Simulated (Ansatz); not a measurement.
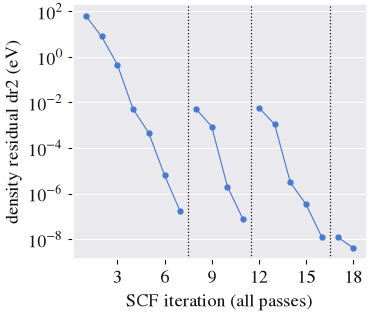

The plot shows the SCF iterations of a calculation: density residual dr2. Each stretch between dotted lines is the SCF of one geometry step of a relaxation.

Si3N4 (14 atoms in the cell), run with Ansatz.

```
crystal:
  lattice:
    - [0.0, 3.893718, 3.893718]
    - [3.893718, 0.0, 3.893718]
    - [3.893718, 3.893718, 0.0]
  atoms:
    - { symbol: Si, position: [0.125, 0.125, 0.625] }
    - { symbol: Si, position: [0.125, 0.625, 0.125] }
    - { symbol: Si, position: [0.625, 0.125, 0.125] }
    - { symbol: Si, position: [0.125, 0.125, 0.125] }
    - { symbol: Si, position: [0.75, 0.75, 0.75] }
    - { symbol: Si, position: [0.5, 0.5, 0.5] }
    - { symbol: "N", position: [0.367563, 0.367563, 0.367563] }
    - { symbol: "N", position: [0.352689, 0.882437, 0.882437] }
    - { symbol: "N", position: [0.882437, 0.882437, 0.352689] }
    - { symbol: "N", position: [0.882437, 0.352689, 0.882437] }
    - { symbol: "N", position: [0.367563, 0.367563, 0.897311] }
    - { symbol: "N", position: [0.367563, 0.897311, 0.367563] }
    - { symbol: "N", position: [0.882437, 0.882437, 0.882437] }
    - { symbol: "N", position: [0.897311, 0.367563, 0.367563] }
basis:
  ecutwfc: 420
kpoints:
  mp_grid: { grid: [6, 6, 6] }
hamiltonian:
  xc: pbe
  hubbard: { sites: [{ species: Si, l: p, u_eff: 40.0 }] }
scf:
  occupations: { method: gaussian, width: 0.02 }
  max_iter: 60
output:
  forces: true
  eigenvalues: true
  stress: true
relax:
  adjacent_minimum: "off"
  f_tol: 0.01
  max_steps: 40
```

Run as:
```bash
ansatz run input.yaml --threads 4 --pin off --max-ram 10240MiB --backend cpu --events-out ev --progress --plain --runs-dir out
```

How did this run end?

The run converged; it took 18 iterations in all. There are 4 passes, of 7, 4, 5 and 2 iterations. In pass 1, the residual falls at every step. The first pass is the longest because it starts from scratch; later ones start from the previous geometry's density. The relaxation met its thresholds.

Is anything amiss with this input?

The input holds a fault (an enormous or negative U). The SCF closed all the same, which doesn't make the results meaningful for the real system.
